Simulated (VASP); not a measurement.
Input

```
  PREC = Accurate
  ENCUT = 520
  EDIFF = 1E-6
  ISMEAR = 0
  SIGMA = 0.5
  LREAL = False
  LASPH = True
  NELM = 80
  ALGO = Normal
  ISIF = 2
  LWAVE = False
  LCHARG = True
  GGA = PS
  LELF = True
  LVHAR = True
```

Command:

```sh
cat potpaw_PBE.64/Ti_sv/POTCAR potpaw_PBE.64/Al/POTCAR > POTCAR
mpirun -np 1 vasp_std > vasp.out
```

Below, planes, directions and counts refer to the conventional cell (a = 6.37 Å, b = 6.37 Å, c = 6.37 Å, α = 90.00°, β = 90.00°, γ = 90.00°).

Space group Fm-3m; a structure from a database of computed crystals, not necessarily the ambient phase.

The calculation used Kohn-Sham DFT of a periodic cell, PBEsol, VASP PAW PBE potentials, recommended in VASP.

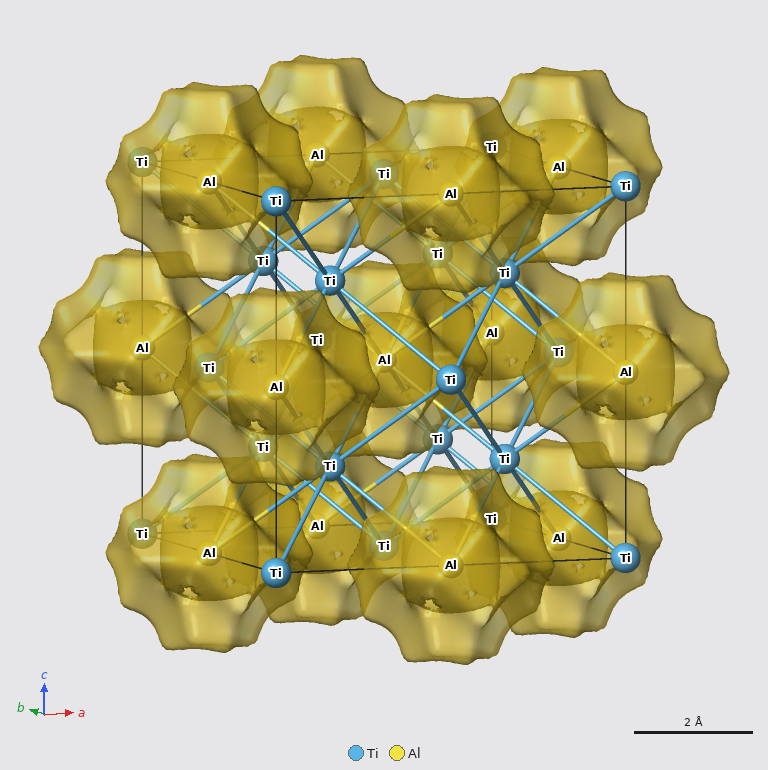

Ti3Al. Isosurface of the ELF at 0.55 (yellow), seen slightly off an axis. Only the valence region is drawn (cores and ρ < 0.01 e/Å³ removed). Sticks mark near contacts.

> Identify the bonds, lone pairs and shells in this picture.

The ELF exceeds this value in four regions wrapped around Al (the valence shell of each), counted in one cell of 16 atoms. Regions shared between cells count once.

Values along the shortest contacts:
Ti–Ti (2.76 Å): the ELF is about 0.20 at the midpoint; no shared electron pair shows on this line. Ti–Al (2.76 Å): the ELF is about 0.30 at the midpoint.
